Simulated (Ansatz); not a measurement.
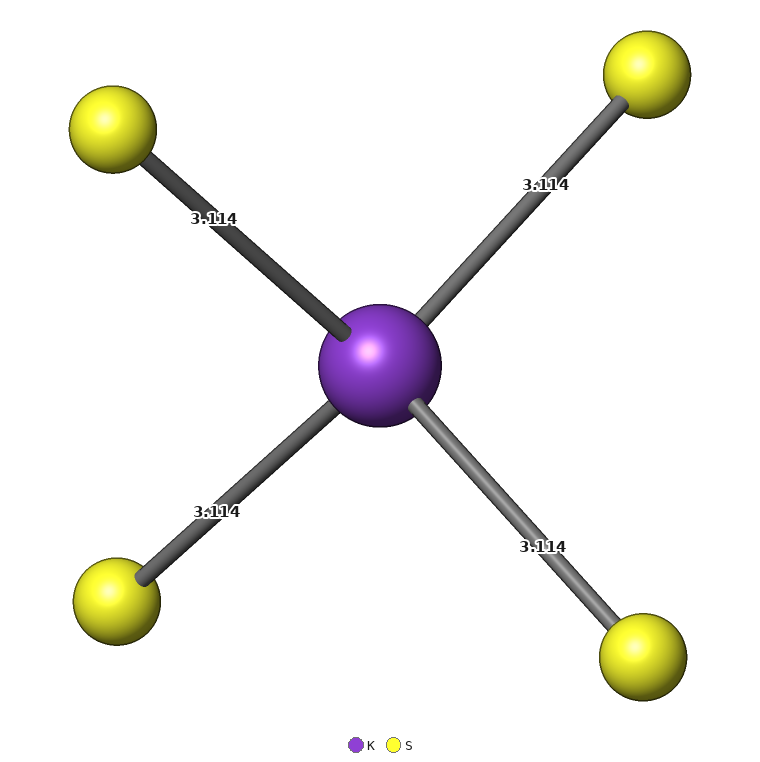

The surroundings of site K1 (at 0.250, 0.750, 0.750) in K₂S (Fm-3m, No. 225), with bond lengths in Å.

Source of the atomic positions: the geometry relaxed with DFT LDA, scalar-relativistic, plane waves, PAW (Ansatz); the starting structure was generated, so it need not be a known form of this composition.

```
S K
1.0
     7.19080    0.00000    0.00000
     0.00000    7.19080    0.00000
     0.00000    0.00000    7.19080
S K
4 8
Direct
  0.00000 0.00000 0.00000
  0.00000 0.50000 0.50000
  0.50000 0.00000 0.50000
  0.50000 0.50000 0.00000
  0.25000 0.75000 0.75000
  0.25000 0.25000 0.75000
  0.25000 0.25000 0.25000
  0.25000 0.75000 0.25000
  0.75000 0.75000 0.25000
  0.75000 0.25000 0.25000
  0.75000 0.25000 0.75000
  0.75000 0.75000 0.75000
```

Bond valence s = exp((R0 − d)/b), R0 fitted to published crystal structures with b = 0.37 Å; R0 in Å: K+–S 2.580.

Calculate the bond-valence sum of K1 from the bonds drawn.

4 × 0.236 = 0.94 v.u., against a formal valence of 1: a close match.

And over the whole structure?

```tsv
site	x, y, z	formal valence	bond-valence sum	difference
S1	0.000, 0.000, 0.000	−2	1.89	-0.11
K1	0.250, 0.750, 0.750	+1	0.95	-0.05
```

These sums include all anions within 5 Å. The global instability index (root mean square of the differences over all atoms) is 0.08 v.u.: little strain. Cells relaxed with LDA tend to have short bonds, which raises the sums.
